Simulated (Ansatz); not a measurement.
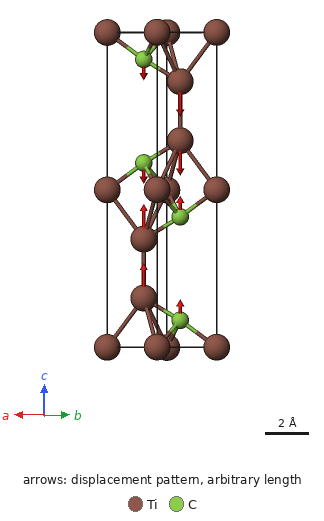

One vibrational mode of crystalline Ti3C2 at the zone centre. The red arrows give the relative displacements of the atoms. Style: ball-and-stick. Shown: the cell of the calculation, from a free direction.

These are results of DFT PBEsol, scalar-relativistic, plane waves, PAW in Ansatz 0.2.0, not measurements.

The input:
```yaml
crystal:
  lattice:
    - [3.0436673986, 0.0, 0.0]
    - [-1.5218336993, 2.6358932879, 0.0]
    - [0.0, 0.0, 14.9877853183]
  atoms:
    - { symbol: Ti, position: [0.3333333333, 0.6666666667, 0.8437107005] }
    - { symbol: Ti, position: [0.6666666667, 0.3333333333, 0.3437107005] }
    - { symbol: Ti, position: [0.6666666667, 0.3333333333, 0.1562892995] }
    - { symbol: Ti, position: [0.3333333333, 0.6666666667, 0.6562892995] }
    - { symbol: Ti, position: [0.0, 0.0, 0.0] }
    - { symbol: Ti, position: [0.0, 0.0, 0.5] }
    - { symbol: C, position: [0.6666666667, 0.3333333333, 0.914306092] }
    - { symbol: C, position: [0.3333333333, 0.6666666667, 0.414306092] }
    - { symbol: C, position: [0.6666666667, 0.3333333333, 0.585693908] }
    - { symbol: C, position: [0.3333333333, 0.6666666667, 0.085693908] }
basis:
  ecutwfc: 420
kpoints:
  mp_grid: { grid: [12, 12, 4] }
hamiltonian:
  xc: pbesol
scf:
  occupations: { method: fermi_dirac, width: 0.15 }
output:
  eigenvalues: true
phonons:
  method: dfpt
  eigenvectors: true
```

Launched with:
```bash
ansatz run input.yaml --threads 4 --pin off --max-ram 12288MiB --backend cpu --events-out ev --progress --plain --runs-dir out
```

The frequencies depend somewhat on the k-mesh and the smearing.

### Give the symmetry, activity and frequency of this mode.

This is the B₁g mode at 237 cm⁻¹, optical level 5 of 18, counted from below (1 lower level is imaginary, so the structure is unstable), silent by symmetry (neither infrared- nor Raman-active). The Ti (2a) atoms stay at rest; all motion is along c; atoms of one kind move against one another, with no net shift of any sublattice; the kinetic energy is shared as Ti 92 %, C 8 %.
